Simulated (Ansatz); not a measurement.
# Two runs on MgO

System: MgO (I4/mmm, 2 atoms in the cell).
Method of run 1: DFT PBE, scalar-relativistic, plane waves, PAW, no spin polarisation (Ansatz 0.2.0).

The structure derives from an entry of the Crystallography Open Database. Text and figures count atoms from 1; the logs count them from 0 in places.

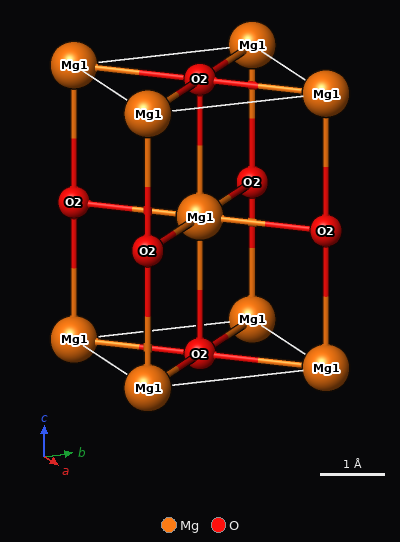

The structure (ball-and-stick view of the cell 2 times as large as that of the calculation, set on its symmetry axes, seen slightly off an axis; atoms are numbered from 1 in the order of the input). An atom can appear more than once, as a periodic image. Near neighbours in the periodic cell (some may lie outside the picture): Mg has 6 O at 2.14 to 2.23 Å; O has 6 Mg at 2.14 to 2.23 Å.

## Input file, run 1
```yaml
crystal:
  lattice:
    - [0.0, 2.13515, 2.13515]
    - [2.23123175, 0.0, 2.13515]
    - [2.23123175, 2.13515, 0.0]
  atoms:
    - { symbol: Mg, position: [0.0, 0.0, 0.0] }
    - { symbol: O, position: [0.5, 0.5, 0.5] }
basis:
  ecutwfc: 420
kpoints:
  mp_grid: { grid: [10, 10, 10] }
hamiltonian:
  xc: pbe
scf:
  occupations: { method: gaussian, width: 0.05 }
output:
  forces: true
  stress: true
  eigenvalues: true
  write_density: true
  write_potential: true
  elf: true
  volumetric_format: npy
```

Launched with:
```bash
ansatz run input.yaml --threads 1 --pin off --max-ram 2560MiB --backend cpu --events-out ev --progress --plain --runs-dir out
```

Hardware: 1 thread of Intel Xeon (Sapphire Rapids), 32 GiB of memory available, shared host.

## Output, shortened to warnings, some set-up lines, iterations and results (run 1)
```
Basis set: ecut = 420 eV, 403 PW (Γ), exchange–correlation on 48×48×48 points (8 copies of the dense FFT grid, shifted against one another)
Symmetry: 16 space group operations
k-points: 102 of 1000
Initial density: superposition of atomic densities (neutral atoms: chi_scale 0, normalization atom), corrected by the library's trained network
[...]
SCF iter   1: F=—  HF=-2494.102815 eV  |F-HF|=—  |Δ(HF+E_count)|=         —  Δρ=9.33e-4  dr2=1.21e-4  ethr=1.77e-3  ⟨swp⟩=5.8  Hψ=7066  notcnv=0
SCF iter   2: F=—  HF=-2494.102855 eV  |F-HF|=—  |Δ(HF+E_count)|=   4.06e-5  Δρ=4.04e-4  dr2=1.27e-5  ethr=7.54e-7  ⟨swp⟩=2.9  Hψ=3057  notcnv=0
SCF iter   3: F=—  HF=-2494.102867 eV  |F-HF|=—  |Δ(HF+E_count)|=   1.17e-5  Δρ=2.04e-4  dr2=2.19e-6  ethr=7.93e-8  ⟨swp⟩=2.1  Hψ=1514  notcnv=0
SCF iter   4: F=—  HF=-2494.102885 eV  |F-HF|=—  |Δ(HF+E_count)|=   1.81e-5  Δρ=4.69e-5  dr2=3.20e-7  ethr=1.37e-8  ⟨swp⟩=2.0  Hψ=1632  notcnv=0
SCF iter   5: F=-2494.102885 eV  HF=-2494.102885 eV  |F-HF|=5.86e-8  |Δ(HF+E_count)|=   7.11e-9  Δρ=2.10e-5  dr2=6.97e-8  ethr=2.00e-9  ⟨swp⟩=1.1  Hψ=1248  notcnv=0
SCF iter   6: F=-2494.102885 eV  HF=-2494.102885 eV  |F-HF|=1.62e-8  |Δ(HF+E_count)|=   1.38e-8  Δρ=1.06e-5  dr2=1.89e-8  ethr=4.36e-10  ⟨swp⟩=6.0  Hψ=6400  notcnv=0
SCF 1 converged in 6 iterations: F = -2494.102885 eV  dr2 = 1.89e-8
SCF converged after 6 iterations
Free energy (F): -2494.102885 eV
Harris-Foulkes:  -2494.102885 eV  (|F-HF|=1.62e-8)
Internal energy: -2494.102885 eV  (E = F + TS)
E sigma→0 (E₀):  -2494.102885 eV
Fermi energy:    9.125038 eV
--- Per-component energies (eV) ---
  E_band       = -309.771589
  E_kinetic    = 253.554739
  E_local      = -1657.178899  (includes V_loc(G=0)·N_el)
  E_nonlocal   = 142.671935
  E_hartree    = 574.135229
  E_xc         = -104.549539
  E_vxc        = -133.918991  (∫ρ·V_xc dr)
  E_paw        = -450.229286  (= ΣΔE_a)
  E_vpaw       = -63.170439  (= ΣTr[D̂ρ^β])
  E_aug_tail   = 0.002429  (compensation charges beyond the density's cutoff)
  E_ewald      = -1252.509494
  E_smearing   = -0.000000  (= −TS)
  E_closure    = 0.000000  (closes the sum)
  Σ components = -2494.102885   (vs F -2494.102885, Δ=0.00e0)
--- Forces (eV/Å), atoms counted from 1 ---
  atom   1  Mg     0.00000000    -0.00000000    -0.00000000
  atom   2  O      0.00000000     0.00000000    -0.00000000
  max |Σ_I F_I| component: 9.47e-30 eV/Å
--- Stress (GPa, compression-positive) ---
      -10.206242       0.000000       0.000000
        0.000000      -5.262290      -0.000000
        0.000000       0.000000      -5.262290
  P = ⅓ Tr σ = -6.9103 GPa (-69.103 kbar)
```

The input of run 2 differs as follows (lines with − go, lines with + come):
```diff
-    - [2.23123175, 0.0, 2.13515]
-    - [2.23123175, 2.13515, 0.0]
+    - [2.1992045, 0.0, 2.13515]
+    - [2.1992045, 2.13515, 0.0]
```

How does run 2 compare with run 1?

With the same functional and potentials, run 2 lies 8.3 meV per atom lower. The gap on the mesh goes from 3.89 to 4.04 eV. The pressure goes from −6.91 to −5.41 GPa. The volume per atom goes from 10.17 to 10.03 Å³. The number of SCF iterations is the same. The plane waves at Γ go from 403 to 371.

## Output, shortened to warnings, some set-up lines, iterations and results (run 2)
```
Basis set: ecut = 420 eV, 371 PW (Γ), exchange–correlation on 48×48×48 points (8 copies of the dense FFT grid, shifted against one another)
Symmetry: 16 space group operations
k-points: 102 of 1000
Initial density: superposition of atomic densities (neutral atoms: chi_scale 0, normalization atom), corrected by the library's trained network
[...]
SCF iter   1: F=—  HF=-2494.119299 eV  |F-HF|=—  |Δ(HF+E_count)|=         —  Δρ=8.44e-4  dr2=8.99e-5  ethr=1.77e-3  ⟨swp⟩=5.7  Hψ=7038  notcnv=0
SCF iter   2: F=—  HF=-2494.119419 eV  |F-HF|=—  |Δ(HF+E_count)|=   1.20e-4  Δρ=3.51e-4  dr2=8.09e-6  ethr=5.62e-7  ⟨swp⟩=2.9  Hψ=3079  notcnv=0
SCF iter   3: F=—  HF=-2494.119442 eV  |F-HF|=—  |Δ(HF+E_count)|=   2.36e-5  Δρ=1.77e-4  dr2=1.31e-6  ethr=5.06e-8  ⟨swp⟩=2.4  Hψ=1543  notcnv=0
SCF iter   4: F=—  HF=-2494.119459 eV  |F-HF|=—  |Δ(HF+E_count)|=   1.65e-5  Δρ=3.63e-5  dr2=1.82e-7  ethr=8.19e-9  ⟨swp⟩=2.1  Hψ=1656  notcnv=0
SCF iter   5: F=-2494.119459 eV  HF=-2494.119459 eV  |F-HF|=2.77e-8  |Δ(HF+E_count)|=   6.46e-9  Δρ=1.46e-5  dr2=3.27e-8  ethr=1.14e-9  ⟨swp⟩=1.7  Hψ=1388  notcnv=0
SCF iter   6: F=-2494.119459 eV  HF=-2494.119459 eV  |F-HF|=7.15e-9  |Δ(HF+E_count)|=   6.77e-9  Δρ=7.16e-6  dr2=8.34e-9  ethr=2.04e-10  ⟨swp⟩=5.9  Hψ=6249  notcnv=0
SCF 1 converged in 6 iterations: F = -2494.119459 eV  dr2 = 8.34e-9
SCF converged after 6 iterations
Free energy (F): -2494.119459 eV
Harris-Foulkes:  -2494.119459 eV  (|F-HF|=7.15e-9)
Internal energy: -2494.119459 eV  (E = F + TS)
E sigma→0 (E₀):  -2494.119459 eV
Fermi energy:    9.348375 eV
--- Per-component energies (eV) ---
  E_band       = -306.938219
  E_kinetic    = 253.903663
  E_local      = -1647.362612  (includes V_loc(G=0)·N_el)
  E_nonlocal   = 142.688330
  E_hartree    = 570.499745
  E_xc         = -104.665717
  E_vxc        = -134.077994  (∫ρ·V_xc dr)
  E_paw        = -450.211031  (= ΣΔE_a)
  E_vpaw       = -63.089673  (= ΣTr[D̂ρ^β])
  E_aug_tail   = 0.002452  (compensation charges beyond the density's cutoff)
  E_ewald      = -1258.974287
  E_smearing   = -0.000000  (= −TS)
  E_closure    = 0.000000  (closes the sum)
  Σ components = -2494.119459   (vs F -2494.119459, Δ=0.00e0)
--- Forces (eV/Å), atoms counted from 1 ---
  atom   1  Mg     0.00000000     0.00000000    -0.00000000
  atom   2  O      0.00000000     0.00000000    -0.00000000
  max |Σ_I F_I| component: 5.52e-30 eV/Å
--- Stress (GPa, compression-positive) ---
       -7.929608       0.000000       0.000000
        0.000000      -4.146229      -0.000000
        0.000000      -0.000000      -4.146229
  P = ⅓ Tr σ = -5.4074 GPa (-54.074 kbar)
```

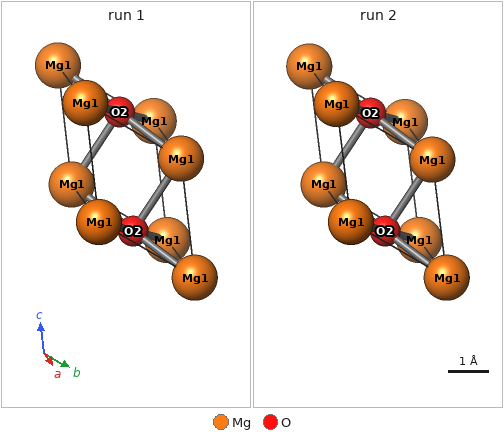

The two input geometries at one scale (ball-and-stick view of the reduced cell, seen slightly off an axis). No atom moves by more than 0.005 Å relative to the cell. The drawn cell changes as follows: a = b stay at 3.020 Å, c 3.088 → 3.065 Å (−0.7 %), α 119.3° → 119.5°, β 119.3° → 119.5°; the volume changes by −1.4 %. Among the contacts that change: Mg1–O2 2.231 → 2.199 Å.

## The two runs side by side

| quantity | run 1 | run 2 |
| --- | --- | --- |
| outcome | converged | converged |
| free energy per atom (eV) | −1247.0514 | −1247.0597 |
| gap on the mesh (eV) | 3.89 | 4.04 |
| pressure (GPa) | −6.91 | −5.41 |
| volume per atom (Å³) | 10.17 | 10.03 |
| largest force (eV/Å) | 0.000 | 0.000 |
| SCF iterations | 6 | 6 |
| irreducible k-points | 102 | 102 |
| plane waves at Γ | 403 | 371 |
| wall time (shared host) | 1.4 s | 1.4 s |
